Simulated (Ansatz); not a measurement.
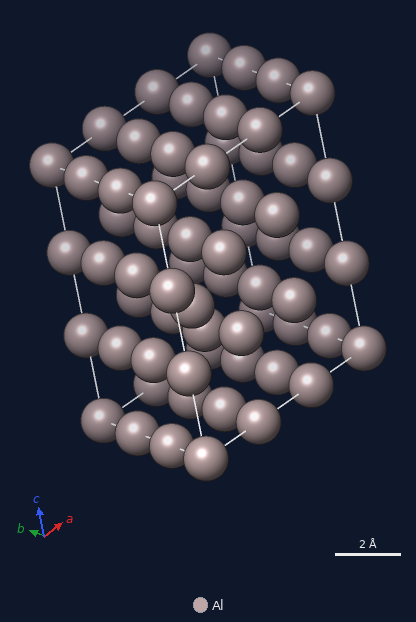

*The starting structure (spheres-only view of the cell of the calculation, seen slightly off an axis).*

**Geometry relaxation, with input and output: Al (part 1 of 2)**

The run: geometry relaxation of Al (defect cell, 28 atoms in the cell). Method and program: DFT PBE, scalar-relativistic, plane waves, PAW, no spin polarisation (Ansatz 0.2.0).

The structure derives from a Materials Project entry. It belongs to a series of runs on one base structure; here: Al interstitial, charge +0, atoms relaxed at the host's cell.

Log:
```
Engine: ansatz 0.2.0, aarch64-unknown-linux-gnu
Pseudopotentials: kind: paw
Pseudopotential: Al, paw, valence charge 3, recommended cutoff 420 eV (normal), Al.paw.azcp
Functional definition: PBE
  parameter kappa = 0.804
  parameter beta = 0.06672455060314922
  exchange = pbe_x(kappa = kappa, mu = beta*pi^2/3)
  correlation = pbe_c(beta = beta)
Crystal: 28 atoms, lattice volume = 445.626 Å³
Basis set: ecut = 420 eV, 8657 PW (Γ), exchange–correlation on 120×120×120 points (8 copies of the dense FFT grid, shifted against one another)
Bands: 70, of which v1, the nominal top of the filled ones, is band 42 counted from 1 (41 counted from 0)
Symmetry: 1 space group operations
Space group: P1 (ITA 1), of the structure as read, at distance tolerance 7.6e-5 Å
k-points: 36 of 64 (time reversal used)
Non-local potential: Al, projectors of the file, l = 0: 2, l = 1: 2, l = 2: 1
PAW form: soft (Blöchl's): semilocal exchange-correlation on the pseudo side does not see the compensation charge
PAW one-centre angular grid: Al, 110 points (default); XC on 64 Gauss nodes
Initial density: superposition of atomic densities (neutral atoms: chi_scale 0, normalization atom), corrected by the library's trained network
Initial wavefunctions: pseudopotential atomic-orbital guess
Functional: x = pbe(κ = 0.804, μ = 0.2195149727645171), c = pbe(β = 0.06672455060314922)
SCF iter   1: F=—  HF=-15038.459330 eV  |F-HF|=—  |Δ(HF+E_count)|=         —  Δρ=3.07e-3  dr2=2.12e-1  ethr=1.77e-3  ⟨swp⟩=7.3  Hψ=13361  notcnv=0  defer=73
preconditioner: auto → Kerker (q_TF=auto, 2.066 Å⁻¹)  [metal: Δε(μ)=0.007 eV  Ē_g=6.904 eV  σ=0.100 eV  W_gap=0.04  n_scr=58 (ndim 8)  ℏωp=16.1 eV  f_vac=0.000  D(μ)=5.77/eV (n_scr^D=26)]
SCF iter   2: F=—  HF=-15038.436050 eV  |F-HF|=—  |Δ(HF+E_count)|=   2.33e-2  Δρ=1.26e-3  dr2=2.37e-2  ethr=2.52e-4  ⟨swp⟩=1.0  Hψ=2916  notcnv=0  defer=77
SCF iter   3: F=—  HF=-15038.432744 eV  |F-HF|=—  |Δ(HF+E_count)|=   3.31e-3  Δρ=3.49e-4  dr2=9.26e-4  ethr=2.82e-5  ⟨swp⟩=2.3  Hψ=2879  notcnv=0  defer=77
SCF iter   4: F=—  HF=-15038.433037 eV  |F-HF|=—  |Δ(HF+E_count)|=   2.93e-4  Δρ=4.80e-5  dr2=2.20e-5  ethr=1.10e-6  ⟨swp⟩=2.0  Hψ=3258  notcnv=0  defer=77
iter 5 did not close the SCF: its close was put off for the readings that it lacked (scf_convergence_deferred on its scf_iter line)
SCF iter   5: F=-15038.433030 eV  HF=-15038.433032 eV  |F-HF|=2.04e-6  |Δ(HF+E_count)|=   4.45e-6  Δρ=1.17e-5  dr2=2.39e-6  ethr=2.61e-8  ⟨swp⟩=2.6  Hψ=3213  notcnv=0  defer=77
SCF iter   6: F=-15038.433032 eV  HF=-15038.433032 eV  |F-HF|=6.68e-9  |Δ(HF+E_count)|=   4.52e-7  Δρ=1.50e-6  dr2=1.29e-8  ethr=2.85e-9  ⟨swp⟩=17.4  Hψ=20533  notcnv=0
SCF 1 converged in 6 iterations: F = -15038.433032 eV  dr2 = 1.29e-8
  greatest PAW one-centre occupation: 0.654 electrons in one spin orbital (limit 2), on the Al atom at site 27 (counted from 0), in its partial waves of l = 0
relax step   1: F+E_penalty+E_count = -15038.43303170 eV  Δ(F+E_penalty+E_count) = +0.000e0 eV  max|allowed force component| = 1.106e1 eV/Å  Δτ_max = 0.0000 Å  (6 SCF iters, dr2 threshold 1.56e-5 eV, accepted)
Initial density: handed on by an earlier stage of this run
Initial wavefunctions: those handed on with the density
iter 1 solved again at ethr=2.31e-3 eV; its pass at ethr=3.10e-3 eV (dr2=1.94e0 eV) is discarded
SCF iter   1: F=—  HF=-15044.582666 eV  |F-HF|=—  |Δ(HF+E_count)|=         —  Δρ=9.78e-3  dr2=1.94e0  ethr=2.31e-3  ⟨swp⟩=1.0  Hψ=10688  notcnv=0  defer=455
preconditioner: auto → Kerker (q_TF=auto, 2.066 Å⁻¹)  [metal: Δε(μ)=0.096 eV  Ē_g=6.886 eV  σ=0.100 eV  W_gap=0.48  n_scr=58 (ndim 8)  ℏωp=16.1 eV  f_vac=0.000  D(μ)=6.17/eV (n_scr^D=26)]
SCF iter   2: F=—  HF=-15044.260302 eV  |F-HF|=—  |Δ(HF+E_count)|=   3.22e-1  Δρ=4.79e-3  dr2=4.05e-1  ethr=2.31e-3  ⟨swp⟩=2.1  Hψ=2336  notcnv=0  defer=455
SCF iter   3: F=—  HF=-15044.185826 eV  |F-HF|=—  |Δ(HF+E_count)|=   7.45e-2  Δρ=8.70e-4  dr2=3.31e-3  ethr=4.83e-4  ⟨swp⟩=2.1  Hψ=3213  notcnv=0  defer=564
SCF iter   4: F=—  HF=-15044.185633 eV  |F-HF|=—  |Δ(HF+E_count)|=   1.93e-4  Δρ=1.18e-4  dr2=1.37e-4  ethr=3.94e-6  ⟨swp⟩=2.8  Hψ=4418  notcnv=0  defer=663
SCF iter   5: F=-15044.185587 eV  HF=-15044.185592 eV  |F-HF|=4.69e-6  |Δ(HF+E_count)|=   4.07e-5  Δρ=2.37e-5  dr2=5.70e-6  ethr=1.19e-7  ⟨swp⟩=18.4  Hψ=22473  notcnv=0
SCF 2 converged in 5 iterations: F = -15044.185587 eV  dr2 = 5.70e-6
  greatest PAW one-centre occupation: 0.580 electrons in one spin orbital (limit 2), on the Al atom at site 27 (counted from 0), in its partial waves of l = 0
relax step   2: F+E_penalty+E_count = -15044.18558734 eV  Δ(F+E_penalty+E_count) = -5.753e0 eV  max|allowed force component| = 4.683e0 eV/Å  Δτ_max = 0.1949 Å  (5 SCF iters, dr2 threshold 1.00e-4 eV, accepted)
iter 1 solved again at ethr=1.58e-3 eV; its pass at ethr=3.10e-3 eV (dr2=1.33e0 eV) is discarded
SCF iter   1: F=—  HF=-15046.746413 eV  |F-HF|=—  |Δ(HF+E_count)|=         —  Δρ=8.14e-3  dr2=1.33e0  ethr=1.58e-3  ⟨swp⟩=1.0  Hψ=10602  notcnv=0  defer=555
preconditioner: auto → Kerker (q_TF=auto, 2.066 Å⁻¹)  [metal: Δε(μ)=0.055 eV  Ē_g=6.884 eV  σ=0.100 eV  W_gap=0.30  n_scr=58 (ndim 8)  ℏωp=16.1 eV  f_vac=0.000  D(μ)=8.01/eV (n_scr^D=58)]
SCF iter   2: F=—  HF=-15046.529270 eV  |F-HF|=—  |Δ(HF+E_count)|=   2.17e-1  Δρ=4.21e-3  dr2=3.13e-1  ethr=1.58e-3  ⟨swp⟩=1.5  Hψ=2113  notcnv=0  defer=555
SCF iter   3: F=—  HF=-15046.465159 eV  |F-HF|=—  |Δ(HF+E_count)|=   6.41e-2  Δρ=7.05e-4  dr2=2.78e-3  ethr=3.72e-4  ⟨swp⟩=2.0  Hψ=3004  notcnv=0  defer=624
SCF iter   4: F=—  HF=-15046.464777 eV  |F-HF|=—  |Δ(HF+E_count)|=   3.82e-4  Δρ=8.78e-5  dr2=3.42e-5  ethr=3.31e-6  ⟨swp⟩=2.9  Hψ=4308  notcnv=0  defer=696
SCF iter   5: F=-15046.464766 eV  HF=-15046.464766 eV  |F-HF|=5.94e-7  |Δ(HF+E_count)|=   1.03e-5  Δρ=1.32e-5  dr2=9.95e-7  ethr=4.07e-8  ⟨swp⟩=18.4  Hψ=21868  notcnv=0
SCF 3 converged in 5 iterations: F = -15046.464766 eV  dr2 = 9.95e-7
  Residual-converged pass: ⟨swp⟩=1.0  Hψ=2664  notcnv=0  max |occ|·‖R‖ = 7.1e-9 eV (tolerance 1.0e-8 eV)  dr2=9.95e-7  dr2_onsite=1.15e-7  max |Δocc| = 9.7e-11
  greatest PAW one-centre occupation: 0.522 electrons in one spin orbital (limit 2), on the Al atom at site 27 (counted from 0), in its partial waves of l = 0
relax step   3: F+E_penalty+E_count = -15046.46476586 eV  Δ(F+E_penalty+E_count) = -2.279e0 eV  max|allowed force component| = 1.136e0 eV/Å  Δτ_max = 0.1956 Å  (5 SCF iters, dr2 threshold 1.00e-4 eV, accepted)
iter 1 solved again at ethr=2.10e-4 eV; its pass at ethr=3.10e-3 eV (dr2=1.77e-1 eV) is discarded
SCF iter   1: F=—  HF=-15046.697518 eV  |F-HF|=—  |Δ(HF+E_count)|=         —  Δρ=3.04e-3  dr2=1.69e-1  ethr=2.10e-4  ⟨swp⟩=1.0  Hψ=8730  notcnv=0  defer=694
preconditioner: auto → Kerker (q_TF=auto, 2.066 Å⁻¹)  [metal: Δε(μ)=0.056 eV  Ē_g=6.883 eV  σ=0.100 eV  W_gap=0.31  n_scr=58 (ndim 8)  ℏωp=16.1 eV  f_vac=0.000  D(μ)=9.29/eV (n_scr^D=58)]
SCF iter   2: F=—  HF=-15046.670944 eV  |F-HF|=—  |Δ(HF+E_count)|=   2.66e-2  Δρ=1.64e-3  dr2=4.25e-2  ethr=2.01e-4  ⟨swp⟩=1.1  Hψ=1822  notcnv=0  defer=694
SCF iter   3: F=—  HF=-15046.663313 eV  |F-HF|=—  |Δ(HF+E_count)|=   7.63e-3  Δρ=2.60e-4  dr2=3.05e-4  ethr=5.05e-5  ⟨swp⟩=2.1  Hψ=2756  notcnv=0  defer=694
SCF iter   4: F=-15046.663262 eV  HF=-15046.663263 eV  |F-HF|=1.52e-6  |Δ(HF+E_count)|=   4.96e-5  Δρ=3.19e-5  dr2=4.45e-6  ethr=9.61e-8  ⟨swp⟩=16.8  Hψ=22091  notcnv=0
SCF 4 converged in 4 iterations: F = -15046.663262 eV  dr2 = 4.45e-6
  greatest PAW one-centre occupation: 0.506 electrons in one spin orbital (limit 2), on the Al atom at site 27 (counted from 0), in its partial waves of l = 0
relax step   4: F+E_penalty+E_count = -15046.66326153 eV  Δ(F+E_penalty+E_count) = -1.985e-1 eV  max|allowed force component| = 3.148e-2 eV/Å  Δτ_max = 0.0929 Å  (4 SCF iters, dr2 threshold 8.07e-5 eV, accepted)
iter 1 solved again at ethr=5.28e-9 eV; its pass at ethr=3.10e-3 eV (dr2=4.44e-6 eV) is discarded
SCF iter   1: F=—  HF=-15046.662754 eV  |F-HF|=—  |Δ(HF+E_count)|=         —  Δρ=3.19e-5  dr2=4.44e-6  ethr=5.28e-9  ⟨swp⟩=1.0  Hψ=6120  notcnv=0
preconditioner: auto → Kerker (q_TF=auto, 2.066 Å⁻¹)  [metal: Δε(μ)=0.061 eV  Ē_g=6.879 eV  σ=0.100 eV  W_gap=0.33  n_scr=58 (ndim 8)  ℏωp=16.1 eV  f_vac=0.000  D(μ)=9.38/eV (n_scr^D=58)]
SCF iter   2: F=—  HF=-15046.663262 eV  |F-HF|=—  |Δ(HF+E_count)|=   5.08e-4  Δρ=2.02e-5  dr2=1.76e-6  ethr=5.28e-9  ⟨swp⟩=1.0  Hψ=1814  notcnv=0
SCF iter   3: F=-15046.663262 eV  HF=-15046.663262 eV  |F-HF|=3.48e-9  |Δ(HF+E_count)|=   4.07e-7  Δρ=1.13e-6  dr2=6.79e-9  ethr=1.19e-10  ⟨swp⟩=6.2  Hψ=12604  notcnv=0
SCF 5 converged in 3 iterations: F = -15046.663262 eV  dr2 = 6.79e-9
relax step   5: F+E_penalty+E_count = -15046.66326189 eV  Δ(F+E_penalty+E_count) = -3.580e-7 eV  max|allowed force component| = 3.117e-2 eV/Å  Δτ_max = 0.0000 Å  (3 SCF iters, accepted)
SCF iter   1: F=—  HF=-15046.662871 eV  |F-HF|=—  |Δ(HF+E_count)|=         —  Δρ=8.44e-5  dr2=1.37e-4  ethr=1.81e-6  ⟨swp⟩=2.1  Hψ=4624  notcnv=0
preconditioner: auto → Kerker (q_TF=auto, 2.066 Å⁻¹)  [metal: Δε(μ)=0.061 eV  Ē_g=6.879 eV  σ=0.100 eV  W_gap=0.33  n_scr=58 (ndim 8)  ℏωp=16.1 eV  f_vac=0.000  D(μ)=9.41/eV (n_scr^D=58)]
SCF iter   2: F=—  HF=-15046.662850 eV  |F-HF|=—  |Δ(HF+E_count)|=   2.06e-5  Δρ=4.63e-5  dr2=3.59e-5  ethr=1.64e-7  ⟨swp⟩=1.0  Hψ=2916  notcnv=0
SCF iter   3: F=—  HF=-15046.663405 eV  |F-HF|=—  |Δ(HF+E_count)|=   5.55e-4  Δρ=6.90e-6  dr2=2.08e-7  ethr=4.27e-8  ⟨swp⟩=2.1  Hψ=2595  notcnv=0
SCF iter   4: F=-15046.663405 eV  HF=-15046.663405 eV  |F-HF|=1.93e-9  |Δ(HF+E_count)|=   2.39e-8  Δρ=1.04e-6  dr2=5.28e-9  ethr=1.19e-10  ⟨swp⟩=11.9  Hψ=15321  notcnv=0
SCF 6 converged in 4 iterations: F = -15046.663405 eV  dr2 = 5.28e-9
relax step   6: F+E_penalty+E_count = -15046.66340529 eV  Δ(F+E_penalty+E_count) = -1.434e-4 eV  max|allowed force component| = 7.737e-4 eV/Å  Δτ_max = 0.0026 Å  (4 SCF iters, accepted)
```

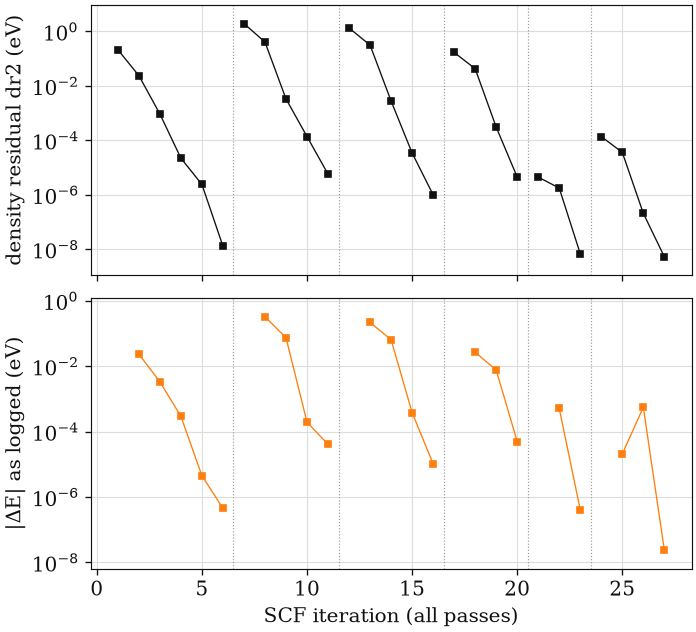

*Convergence of the self-consistent field: density residual dr2 and size of the energy change against the SCF iteration. The dotted lines part the SCF passes of the relaxation: geometry steps, rejected trials and re-solves on a re-selected basis.*

The 6 passes take 3 to 6 iterations each, 27 in all.

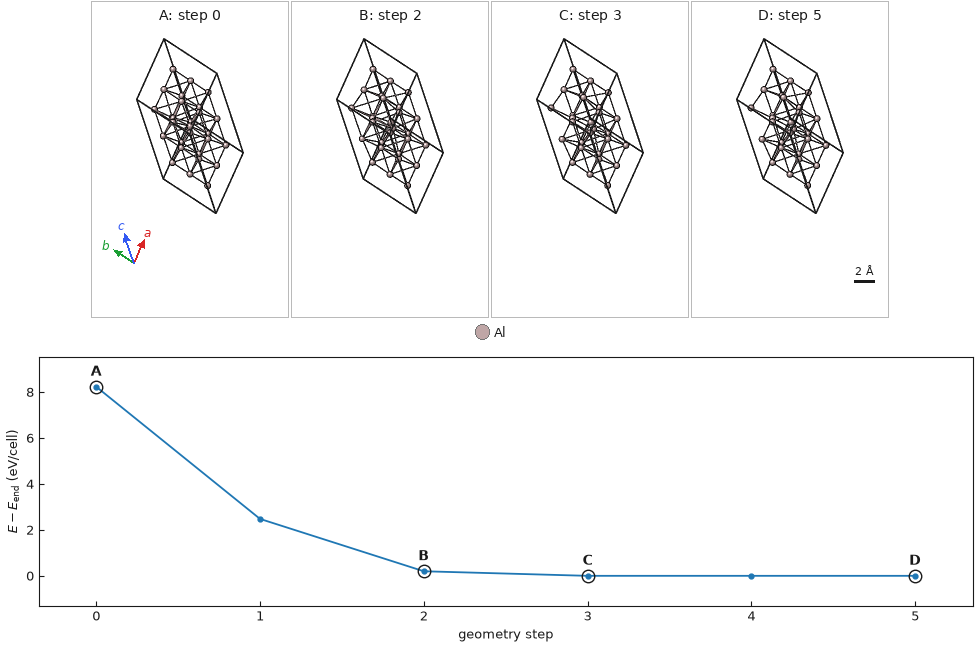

*Frames of the relaxation (ball-and-stick view of the cell of the calculation (origin shifted), seen at an oblique angle) above the curves, on which the letters mark them (the first geometry is step 0 here and step 1 in the log).*

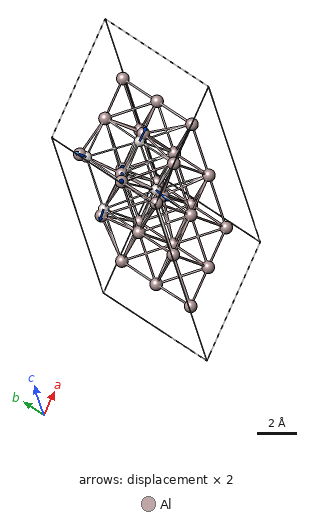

*Start (faint) and end (solid) with the displacements as blue arrows, magnified 2 times (ball-and-stick view of the cell of the calculation (origin shifted), seen at an oblique angle).*

Over 5 geometry steps the energy falls by 8.230 eV per cell of the calculation. The largest force component goes from 11 to 0.00077 eV/Å. The atom that moves furthest is Al16 (0.47 Å). The cell doesn't change. Distances before and after: Al13–Al16 2.692 → 3.414 Å, Al5–Al14 2.719 → 3.372 Å, Al14–Al16 2.729 → 3.376 Å, Al2–Al13 2.884 → 3.468 Å. Among the angles that change: Al13–Al28–Al14 100.3° → 91.0°, Al4–Al28–Al14 169.6° → 176.5°, Al5–Al28–Al16 93.3° → 87.5°. (Atoms are counted from 1 in the order of the input.)

```
SCF converged after 4 iterations
Free energy (F): -15046.663405 eV
Harris-Foulkes:  -15046.663405 eV  (|F-HF|=1.93e-9)
Internal energy: -15046.616346 eV  (E = F + TS)
E sigma→0 (E₀):  -15046.639875 eV
Entropy (-TS):   -0.047060 eV (-1.681 meV/atom)
Fermi energy:    8.318436 eV
--- Per-component energies (eV) ---
  E_band       = 315.845357
  E_kinetic    = 658.128066
  E_local      = 274.316301  (includes V_loc(G=0)·N_el)
  E_nonlocal   = 297.572109
  E_hartree    = 6.656441
  E_xc         = -1120.881410
  E_vxc        = -821.395437  (∫ρ·V_xc dr)
  E_paw        = -13089.537374  (= ΣΔE_a)
  E_vpaw       = -106.088422  (= ΣTr[D̂ρ^β])
  E_aug_tail   = -0.000064  (compensation charges beyond the density's cutoff)
  E_ewald      = -2072.870414
  E_smearing   = -0.047060  (= −TS)
  E_closure    = -0.000000  (closes the sum)
  Σ components = -15046.663405   (vs F -15046.663405, Δ=0.00e0)
--- Forces (eV/Å), atoms counted from 1 ---
  atom   1  Al    -0.00011332     0.00036471     0.00011159
  atom   2  Al     0.00008345    -0.00002468    -0.00011360
  atom   3  Al    -0.00001301    -0.00023749    -0.00004351
  atom   4  Al     0.00008066    -0.00022091    -0.00020755
  atom   5  Al     0.00047296     0.00021709     0.00003360
  atom   6  Al     0.00001489    -0.00009327    -0.00004250
  atom   7  Al     0.00002746     0.00008671     0.00016284
  atom   8  Al    -0.00017647     0.00006182    -0.00011688
  atom   9  Al     0.00009930     0.00005309    -0.00001187
  atom  10  Al    -0.00008105    -0.00004541     0.00002664
  atom  11  Al     0.00009743    -0.00000232    -0.00004235
  atom  12  Al    -0.00016927    -0.00011487     0.00004771
  atom  13  Al    -0.00001590    -0.00015764     0.00001867
  atom  14  Al    -0.00009652     0.00024310    -0.00001755
  atom  15  Al     0.00006965    -0.00041054    -0.00002034
  atom  16  Al     0.00033421    -0.00017120     0.00031191
  atom  17  Al     0.00024381    -0.00010886     0.00009117
  atom  18  Al     0.00017360    -0.00002553    -0.00030867
  atom  19  Al     0.00040296     0.00004967     0.00077385
  atom  20  Al    -0.00024323    -0.00001117     0.00008635
  atom  21  Al    -0.00008772     0.00001144     0.00044258
  atom  22  Al     0.00014467     0.00036910    -0.00010061
  atom  23  Al    -0.00007325     0.00038578     0.00003301
  atom  24  Al    -0.00024181    -0.00032531    -0.00067553
  atom  25  Al    -0.00008448     0.00025529    -0.00012253
  atom  26  Al    -0.00025014    -0.00010973     0.00033377
  atom  27  Al    -0.00001904     0.00009235    -0.00002851
  atom  28  Al    -0.00058254    -0.00013089    -0.00061864
  max |Σ_I F_I| component: 3.03e-6 eV/Å
--- Band table (eV; the first three rows and the last of 36) ---
  k-point 0: bands = ["-3.0861", "-0.2608", "-0.2604", "-0.2597", "-0.1013", "-0.0402", "-0.0399", "-0.0396", "0.1019", "0.6433", "0.6445", "0.9209", "1.0316", "1.0318", "1.0324", "4.4868", "4.4876", "4.5230", "4.5232", "4.5236", "4.6550", "4.7242", "4.7245", "4.7255", "5.0839", "5.0842", "5.0847", "6.5217", "6.5223", "6.5237", "6.9061", "6.9068", "6.9089", "7.0370", "7.0380", "7.2150", "7.2293", "7.2300", "7.2307", "8.0131", "8.0189", "8.1887", "8.1905", "8.1954", "8.2952", "8.2956", "8.2960", "8.3985", "8.4726", "8.4736", "8.4758", "8.5253", "8.5276", "8.5277", "8.7965", "8.7998", "8.7998", "8.8002", "9.0989", "12.0966", "12.0971", "12.4127", "12.4131", "12.4144", "12.6586", "14.0276", "14.0280", "14.1363", "14.1382", "14.1410"]
```
